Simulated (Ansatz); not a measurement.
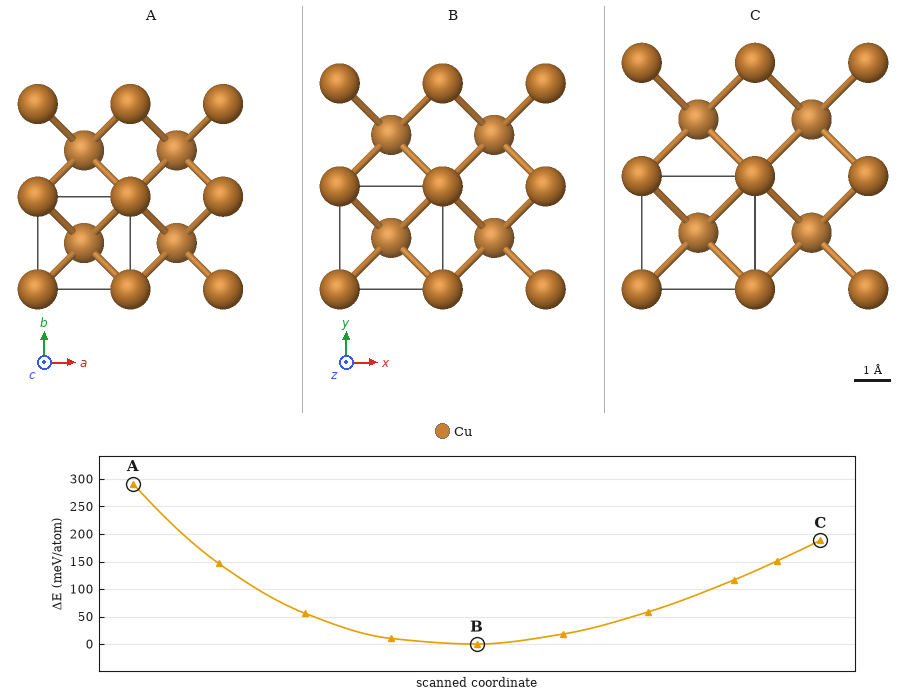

Frames of a one-coordinate scan of a crystal of Cu (I4/mmm). x, y and z are the Cartesian axes of the input. A ball-and-stick model of the conventional cell (2 times the calculation's cell), repeated 2 × 2 × 3 with one cell outlined, seen along the c axis. Lengths and directions refer to the drawn axes.

Level of theory: DFT PBEsol, scalar-relativistic, plane waves, PAW (Ansatz). (plane-wave cutoff 420 eV; k-point mesh 24 × 24 × 24; occupations gaussian; smearing width 0.15 eV; no spin polarisation). Energies (free energies at the smearing named) are counted from the cell as listed in its source, which wasn't relaxed.

Q: Which coordinate changes from frame to frame?

A: The cell is strained equally along x and y, with the atoms kept at their fractional coordinates. In the frames the strain is −0.10 (A), 0.00 (B), 0.10 (C). Of the computed points the lowest is at the strain 0.00, 0.0 meV/atom. At the ends of the scan the energy is 291.6 meV/atom (−0.10) and 188.4 meV/atom (0.10). The unrelaxed reference is under a pressure of −1.4 GPa, which tilts the curve. The distortion keeps the space group I4/mmm. At the strain −0.10 the cell of the drawing goes a 2.886 → 2.597 Å, b 2.886 → 2.597 Å.
